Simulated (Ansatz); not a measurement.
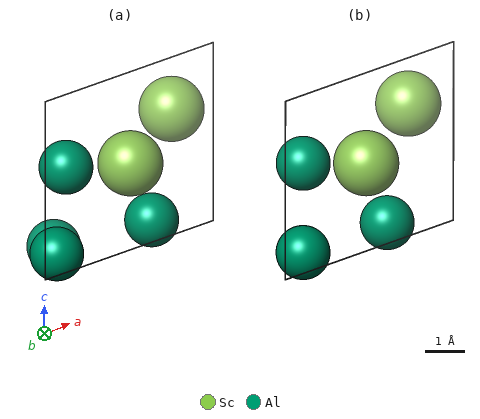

The structure of solid ScAl$_{2}$ (set up in P1) before (left) and after (right) a relaxation, at one scale.

The picture is a spheres-only view of the cell of the calculation, reduced to other axes, seen along the b axis. Lengths and directions refer to the drawn axes.

Case: input fault: a relaxation cut at too few steps.

All numbers below come from Ansatz, DFT r2SCAN, scalar-relativistic, plane waves, PAW.

Input
```yaml
crystal:
  lattice:
    - [0.0, 3.7776526849, 3.7776526849]
    - [3.7776526849, 0.0, 3.7776526849]
    - [3.7776526849, 3.7776526849, 0.0]
  atoms:
    - { symbol: Sc, position: [0.5344968044, 0.4729434045, 0.4856764082] }
    - { symbol: Sc, position: [0.7748283946, 0.763475739, 0.7095597109] }
    - { symbol: Al, position: [0.1383327023, 0.1022473474, 0.1258479647] }
    - { symbol: Al, position: [0.6525124074, 0.1251003603, 0.1712215993] }
    - { symbol: Al, position: [0.1782310033, 0.6301630641, 0.1232250499] }
    - { symbol: Al, position: [0.1165045951, 0.1687079172, 0.5914234357] }
basis:
  ecutwfc: 500
kpoints:
  mp_grid: { grid: [6, 6, 6] }
hamiltonian:
  xc: r2scan
scf:
  occupations: { method: gaussian, width: 0.1 }
output:
  forces: true
  stress: true
  eigenvalues: true
relax:
  adjacent_minimum: "off"
  f_tol: 0.005
  max_steps: 3
  cell: { stress_tol: 0.05 }
```

Launched with:
```bash
ansatz run input.yaml --threads 1 --pin off --max-ram 2560MiB --backend cpu --events-out ev --progress --plain --runs-dir out
```

> Summarise the run.

The relaxation stopped without meeting its thresholds, so the last structure isn't shown to be converged. It used up its limit of 3 steps. The energy falls by 171 meV per atom in 2 geometry steps. Largest force component: 2.4 eV/Å at the start, 0.0096 eV/Å at the end. Pressure: 3.95 GPa at the start and −0.26 GPa at the end. Al4 moves most relative to the cell: 0.29 Å along [1 0 −1]. By element the largest moves are Al 0.29 Å, Sc 0.16 Å. The volume changes by +0.3 %, with a 5.342 → 5.350 Å (+0.2 %), b 5.342 → 5.346 Å (+0.1 %), c 5.342 → 5.352 Å (+0.2 %), β 60.0° → 59.9°. Some distances before and after: Sc2–Al4 2.737 → 3.132 Å, Sc1–Al4 2.750 → 3.131 Å, Sc2–Al4 (another image) 3.483 → 3.133 Å, Sc2–Al5 3.419 → 3.134 Å. Within 0.06 Å the space group is P1 at the start and Fd-3m at the end; at a tighter tolerance small leftover displacements or strains of the cell lower it. The run took 5.9 min on 1 thread of Intel(R) Xeon(R) Processor @ 2.50GHz (Skylake/Cascade Lake), on a shared host, peak memory 0.78 GiB.
